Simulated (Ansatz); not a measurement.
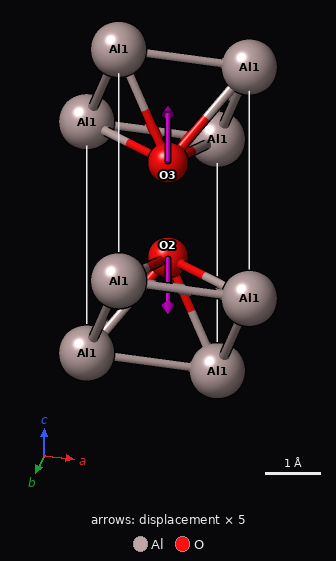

A relaxation of solid AlO2 (a generated structure, set up in P4/mmm) (coarse preliminary run). The starting structure is drawn; purple arrows show the displacements (the part carried along by the change of the cell is left out), magnified 5 times.

The picture is a ball-and-stick view of the cell of the calculation, seen from a free direction.

All numbers below come from DFT PBE, scalar-relativistic, plane waves, PAW (Ansatz 0.2.0).

Input file:
```yaml
crystal:
  lattice:
    - [2.48445764, 0.0, 0.0]
    - [0.0, 2.48445764, 0.0]
    - [0.0, 0.0, 5.12605976]
  atoms:
    - { symbol: Al, position: [0.0, 0.0, 0.0] }
    - { symbol: O, position: [0.5, 0.5, 0.29499999], spin: 1.0 }
    - { symbol: O, position: [0.5, 0.5, 0.70500001], spin: 1.0 }
basis:
  ecutwfc: 420
kpoints:
  mp_grid: { grid: [8, 8, 4] }
hamiltonian:
  xc: pbe
scf:
  occupations: { method: gaussian, width: 0.1 }
  lower_state_search: "off"
output:
  forces: true
  stress: true
  eigenvalues: true
  populations: true
magnetization:
  spin_polarized: true
relax:
  adjacent_minimum: "off"
  f_tol: 0.04
  max_steps: 70
  cell: { stress_tol: 0.4 }
```

Command:
```bash
ansatz run input.yaml --threads 1 --pin off --max-ram 2048MiB --backend cpu --events-out ev --progress --plain --runs-dir out
```

> What did the optimiser do to the structure, and how much energy did it gain?

The largest moves relative to the cell, 0.26 Å, are those of O2 and O3. O2 goes along −c. Al stays in place. Cell: a = b 2.484 → 2.571 Å (+3.5 %), c 5.126 → 4.294 Å (−16.2 %). Volume −10.3 %. Among the contacts that change: Al1–O2 2.318 → 2.078 Å, Al1–Al1 2.484 → 2.571 Å. Bond angles that change, for instance: Al1–O3–Al1 98.6° → 122.1°, Al1–O3–Al1 64.8° → 76.4°. The space group stays P4/mmm (No. 123). The energy falls by 1161 meV per atom in 7 accepted moves (9 points after the start). The largest force component goes from 5.3 to 0.00019 eV/Å. The pressure goes from −11.24 to 0.01 GPa. The SCF was repeated twice at an unchanged geometry on a basis and grid sized afresh for the cell, which shifted the energy by 1.4 meV per atom at most.
